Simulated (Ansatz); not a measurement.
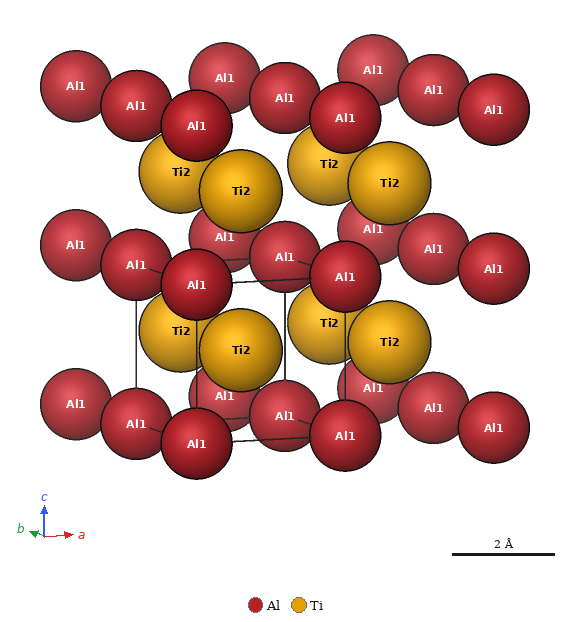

**Figure 1.** The input geometry of run A (spheres-only view of the cell of the calculation, repeated 2 × 2 × 2, seen slightly off an axis; atoms are numbered from 1 in the order of the input). An atom can appear more than once, as a periodic image.

**From TiAl to AlRu**

System: TiAl (Pm-3m, 2 atoms in the cell).
Method of run A: DFT PBEsol, scalar-relativistic, plane waves, PAW, no spin polarisation (Ansatz 0.2.0).
System of run B: AlRu (Pm-3m, 2 atoms in the cell).

On run A: The structure was made by swapping elements on the sites of another compound; it need not be a known phase. On run B: The structure derives from a Materials Project entry. Text and figures count atoms from 1; the logs count them from 0 in places.

Input, run A:
```yaml
crystal:
  lattice:
    - [3.1552927248, 0.0, 0.0]
    - [0.0, 3.1552927248, 0.0]
    - [0.0, 0.0, 3.1552927248]
  atoms:
    - { symbol: Al, position: [0.0, 0.0, 0.0] }
    - { symbol: Ti, position: [0.5, 0.5, 0.5] }
basis:
  ecutwfc: 420
kpoints:
  mp_grid: { grid: [14, 14, 14] }
hamiltonian:
  xc: pbesol
scf:
  occupations: { method: gaussian, width: 0.1 }
output:
  forces: true
  stress: true
  eigenvalues: true
relax:
  adjacent_minimum: "off"
  f_tol: 0.01
  max_steps: 60
  cell: { stress_tol: 0.1 }
```

Command:
```bash
ansatz run input.yaml --threads 2 --pin off --max-ram 5120MiB --backend cpu --events-out ev --progress --plain --runs-dir out
```

Hardware: 2 threads of AMD EPYC (Zen 3), 32 GiB of memory available, shared host.

Output, shortened to warnings, some set-up lines, iterations and results (run A):
```
Basis set: ecut = 420 eV, 619 PW (Γ), exchange–correlation on 48×48×48 points (8 copies of the dense FFT grid, shifted against one another)
Symmetry: 48 space group operations
k-points: 120 of 2744
Initial density: superposition of atomic densities (neutral atoms: chi_scale 0, normalization atom), corrected by the library's trained network
[...]
SCF iter   1: F=—  HF=-2998.995654 eV  |F-HF|=—  |Δ(HF+E_count)|=         —  Δρ=5.29e-3  dr2=1.32e-2  ethr=1.77e-3  ⟨swp⟩=5.0  Hψ=7319  notcnv=0
SCF iter   2: F=—  HF=-2998.993806 eV  |F-HF|=—  |Δ(HF+E_count)|=   1.85e-3  Δρ=3.73e-3  dr2=7.84e-3  ethr=8.81e-5  ⟨swp⟩=1.0  Hψ=2400  notcnv=0
SCF iter   3: F=—  HF=-2998.991735 eV  |F-HF|=—  |Δ(HF+E_count)|=   2.07e-3  Δρ=5.76e-4  dr2=4.05e-5  ethr=5.22e-5  ⟨swp⟩=2.0  Hψ=1760  notcnv=0
SCF iter   4: F=—  HF=-2998.991738 eV  |F-HF|=—  |Δ(HF+E_count)|=   3.67e-6  Δρ=1.06e-4  dr2=2.10e-6  ethr=2.70e-7  ⟨swp⟩=3.0  Hψ=2366  notcnv=0
SCF iter   5: F=-2998.991738 eV  HF=-2998.991738 eV  |F-HF|=9.29e-10  |Δ(HF+E_count)|=   5.73e-7  Δρ=6.59e-6  dr2=8.24e-9  ethr=1.40e-8  ⟨swp⟩=3.0  Hψ=2351  notcnv=0
[...]
SCF 1 converged in 6 iterations: F = -2998.991738 eV  dr2 = 5.51e-11
[...]
SCF iter   4: F=—  HF=-2998.991738 eV  |F-HF|=—  |Δ(HF+E_count)|=  7.28e-12  Δρ=5.27e-7  dr2=1.35e-10  ethr=1.00e-12  ⟨swp⟩=2.0  Hψ=1880  notcnv=0
SCF iter   5: F=-2998.991738 eV  HF=-2998.991738 eV  |F-HF|=3.09e-11  |Δ(HF+E_count)|=  2.05e-11  Δρ=2.93e-7  dr2=4.04e-11  ethr=1.00e-12  ⟨swp⟩=1.0  Hψ=1445  notcnv=0
SCF iter   6: F=-2998.991738 eV  HF=-2998.991738 eV  |F-HF|=4.55e-12  |Δ(HF+E_count)|=  6.37e-12  Δρ=1.11e-7  dr2=5.69e-12  ethr=1.00e-12  ⟨swp⟩=2.1  Hψ=3997  notcnv=0
SCF 2 converged in 6 iterations: F = -2998.991738 eV  dr2 = 5.69e-12
relax step   2: F+E_penalty+E_count = -2998.99173762 eV  Δ(F+E_penalty+E_count) = -1.546e-11 eV  max|allowed force component| = 2.584e-29 eV/Å  Δτ_max = 0.0000 Å  P = +0.084 …
basis re-selected at this cell: Δ(F+E_penalty+E_count) = -1.546e-11 eV, ΔP = -0.000 GPa vs the last step (what re-selecting the basis moved, of the pressure what is left beyond the Pulay correction that the steps carried, after the strain that the cell walked since its last selection, with what the …
SCF converged after 6 iterations
Free energy (F): -2998.991738 eV
Harris-Foulkes:  -2998.991738 eV  (|F-HF|=4.55e-12)
Internal energy: -2998.979714 eV  (E = F + TS)
E sigma→0 (E₀):  -2998.985726 eV
Entropy (-TS):   -0.012023 eV (-6.012 meV/atom)
Fermi energy:    11.657923 eV
--- Per-component energies (eV) ---
  E_band       = -158.031941
  E_kinetic    = 297.303426
  E_local      = -1010.643602  (includes V_loc(G=0)·N_el)
  E_nonlocal   = 20.730553
  E_hartree    = 430.688241
  E_xc         = -136.953275
  E_vxc        = -151.762091  (∫ρ·V_xc dr)
  E_paw        = -1477.957889  (= ΣΔE_a)
  E_vpaw       = -175.036740  (= ΣTr[D̂ρ^β])
  E_aug_tail   = 0.000109  (compensation charges beyond the density's cutoff)
  E_ewald      = -1122.305800
  E_core_change = 0.158523  (= ΣΔE_core)
  E_smearing   = -0.012023  (= −TS)
  E_closure    = 0.000000  (closes the sum)
  Σ components = -2998.991738   (vs F -2998.991738, Δ=0.00e0)
--- Forces (eV/Å), atoms counted from 1 ---
  atom   1  Al    -0.00000000    -0.00000000    -0.00000000
  atom   2  Ti     0.00000000    -0.00000000     0.00000000
  max |Σ_I F_I| component: 5.14e-29 eV/Å
--- Stress (GPa, compression-positive) ---
        0.083785       0.000000       0.000000
        0.000000       0.083785      -0.000000
        0.000000       0.000000       0.083785
  P = ⅓ Tr σ = 0.0838 GPa (0.838 kbar)
--- Relaxed structure (1 steps of the walk, 1 accepted, 1 SCFs on fresh bases) ---
  F+E_penalty+E_count = -2998.99173762 eV   max|allowed force component| = 2.584e-29 eV/Å   (the final SCF, on the basis selected at the relaxed cell)
  cell:  # Å, volume = 31.4137 Å³
    - [3.1552927248, 0.0, 0.0]
    - [0.0, 3.1552927248, 0.0]
    - [0.0, 0.0, 3.1552927248]
  atoms:
    - { symbol: Al, position: [0.0, 0.0, 0.0] }
    - { symbol: Ti, position: [0.5, 0.5, 0.5] }
```

The input of run B differs as follows (lines with − go, lines with + come):
```diff
-    - [3.1552927248, 0.0, 0.0]
-    - [0.0, 3.1552927248, 0.0]
-    - [0.0, 0.0, 3.1552927248]
+    - [2.98249544, 0.0, 0.0]
+    - [0.0, 2.98249544, 0.0]
+    - [0.0, 0.0, 2.98249544]
-    - { symbol: Ti, position: [0.5, 0.5, 0.5] }
+    - { symbol: Ru, position: [0.5, 0.5, 0.5] }
+  write_density: true
+  write_potential: true
+  elf: true
+  volumetric_format: npy
-  f_tol: 0.01
-  max_steps: 60
-  cell: { stress_tol: 0.1 }
+  f_tol: 0.005
+  max_steps: 80
+  cell: { stress_tol: 0.05 }
```

Predict how the results change.

The total energies belong to different systems, so their difference says nothing on which is more stable or more accurate. The volume per atom goes from 15.71 to 13.18 Å³. The SCF takes 27 iterations over all geometry steps against 12.

Output, shortened to warnings, some set-up lines, iterations and results (run B):
```
Basis set: ecut = 420 eV, 485 PW (Γ), exchange–correlation on 40×40×40 points (8 copies of the dense FFT grid, shifted against one another)
Symmetry: 48 space group operations
k-points: 120 of 2744
Initial density: superposition of atomic densities (neutral atoms: chi_scale 0, normalization atom), corrected by the library's trained network
[...]
SCF iter   1: F=—  HF=-6342.310118 eV  |F-HF|=—  |Δ(HF+E_count)|=         —  Δρ=9.18e-3  dr2=2.45e-2  ethr=1.77e-3  ⟨swp⟩=5.0  Hψ=8941  notcnv=0
SCF iter   2: F=—  HF=-6342.306534 eV  |F-HF|=—  |Δ(HF+E_count)|=   3.58e-3  Δρ=5.15e-3  dr2=8.72e-3  ethr=1.29e-4  ⟨swp⟩=1.1  Hψ=2651  notcnv=0
SCF iter   3: F=—  HF=-6342.304618 eV  |F-HF|=—  |Δ(HF+E_count)|=   1.92e-3  Δρ=5.64e-4  dr2=7.95e-5  ethr=4.59e-5  ⟨swp⟩=2.4  Hψ=2430  notcnv=0
SCF iter   4: F=—  HF=-6342.304527 eV  |F-HF|=—  |Δ(HF+E_count)|=   9.15e-5  Δρ=1.30e-4  dr2=3.70e-6  ethr=4.18e-7  ⟨swp⟩=2.0  Hψ=2411  notcnv=0
SCF iter   5: F=-6342.304527 eV  HF=-6342.304527 eV  |F-HF|=9.51e-9  |Δ(HF+E_count)|=   4.26e-7  Δρ=1.14e-5  dr2=1.97e-8  ethr=1.95e-8  ⟨swp⟩=2.5  Hψ=2588  notcnv=0
[... 25 lines ...]
SCF iter   7: F=-6342.305226 eV  HF=-6342.305226 eV  |F-HF|=1.82e-12  |Δ(HF+E_count)|=  9.09e-13  Δρ=6.31e-9  dr2=1.00e-14  ethr=1.00e-12  ⟨swp⟩=1.0  Hψ=1680  notcnv=0
SCF iter   8: F=-6342.305226 eV  HF=-6342.305226 eV  |F-HF|=1.82e-12  |Δ(HF+E_count)|=    0.00e0  Δρ=2.60e-9  dr2=1.50e-15  ethr=1.00e-12  ⟨swp⟩=1.0  Hψ=1680  notcnv=0
SCF iter   9: F=-6342.305226 eV  HF=-6342.305226 eV  |F-HF|=0.00e0  |Δ(HF+E_count)|=    0.00e0  Δρ=9.59e-10  dr2=1.77e-16  ethr=1.00e-12  ⟨swp⟩=2.0  Hψ=4563  notcnv=0
SCF 4 converged in 9 iterations: F = -6342.305226 eV  dr2 = 1.77e-16
relax step   4: F+E_penalty+E_count = -6342.30522647 eV  Δ(F+E_penalty+E_count) = +5.194e-5 eV  max|allowed force component| = 7.060e-29 eV/Å  Δτ_max = 0.0000 Å  P = -0.004 …
basis re-selected at this cell: Δ(F+E_penalty+E_count) = +5.194e-5 eV, ΔP = -0.001 GPa vs the last step (what re-selecting the basis moved, of the pressure what is left beyond the Pulay correction that the steps carried, after the strain that the cell walked since its last selection, with what the …
SCF converged after 9 iterations
Free energy (F): -6342.305226 eV
Harris-Foulkes:  -6342.305226 eV  (|F-HF|=0.00e0)
Internal energy: -6342.295938 eV  (E = F + TS)
E sigma→0 (E₀):  -6342.300582 eV
Entropy (-TS):   -0.009289 eV (-4.644 meV/atom)
Fermi energy:    16.289866 eV
--- Per-component energies (eV) ---
  E_band       = -116.610192
  E_kinetic    = 543.852695
  E_local      = -1784.350459  (includes V_loc(G=0)·N_el)
  E_nonlocal   = 356.646528
  E_hartree    = 632.797641
  E_xc         = -231.025672
  E_vxc        = -270.633116  (∫ρ·V_xc dr)
  E_paw        = -3855.420262  (= ΣΔE_a)
  E_vpaw       = -227.720929  (= ΣTr[D̂ρ^β])
  E_aug_tail   = -0.000192  (compensation charges beyond the density's cutoff)
  E_ewald      = -2005.068651
  E_core_change = 0.272435  (= ΣΔE_core)
  E_smearing   = -0.009289  (= −TS)
  E_closure    = 0.000000  (closes the sum)
  Σ components = -6342.305226   (vs F -6342.305226, Δ=0.00e0)
--- Forces (eV/Å), atoms counted from 1 ---
  atom   1  Al    -0.00000000     0.00000000    -0.00000000
  atom   2  Ru    -0.00000000     0.00000000     0.00000000
  max |Σ_I F_I| component: 1.45e-28 eV/Å
--- Stress (GPa, compression-positive) ---
       -0.004271       0.000000       0.000000
        0.000000      -0.004271      -0.000000
        0.000000      -0.000000      -0.004271
  P = ⅓ Tr σ = -0.0043 GPa (-0.043 kbar)
--- Relaxed structure (3 steps of the walk, 3 accepted, 1 SCFs on fresh bases) ---
  F+E_penalty+E_count = -6342.30522647 eV   max|allowed force component| = 7.060e-29 eV/Å   (the final SCF, on the basis selected at the relaxed cell)
  cell:  # Å, volume = 26.3655 Å³
    - [2.9763144544526496, 6.419766481290787e-35, -3.209883240645393e-35]
    - [-3.2098832406453924e-35, 2.9763144544526496, -1.2037062152420223e-35]
    - [-6.419766481290786e-35, -8.024708101613482e-36, 2.9763144544526496]
  atoms:
    - { symbol: Al, position: [-1.0762407873607932e-34, 1.61436118104122e-35, 5.3812039368042715e-36] }
[...]
```

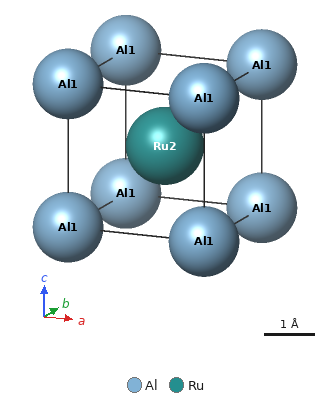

**Figure 2.** The input structure of run B (spheres-only view of the cell of the calculation, seen slightly off an axis; atoms are numbered from 1 in the order of the input). An atom can appear more than once, as a periodic image.

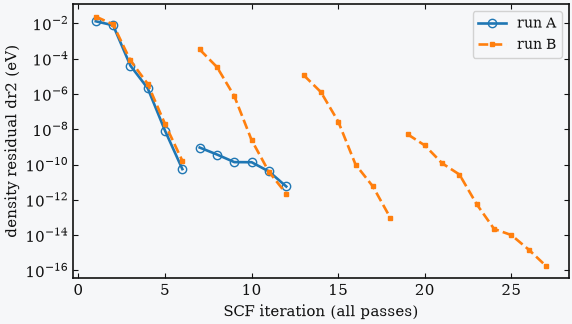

**Figure 3.** Convergence of the two runs: density residual dr2 against the SCF iteration. A break in a curve parts two SCF passes. Run A takes 12 iterations in all, and run B takes 27.

The two runs side by side:

| quantity | run A | run B |
| --- | --- | --- |
| outcome | converged | converged |
| free energy per atom (eV) | −1499.4959 | −3171.1526 |
| energy per atom, smearing taken to zero (eV) | −1499.4929 | −3171.1503 |
| gap on the mesh (eV) | 0.00 | 0.00 |
| pressure (GPa) | 0.08 | 0.00 |
| volume per atom (Å³) | 15.71 | 13.18 |
| largest force (eV/Å) | 0.000 | 0.000 |
| SCF iterations | 12 | 27 |
| irreducible k-points | 120 | 120 |
| wall time (shared host) | 4.2 s | 4.8 s |
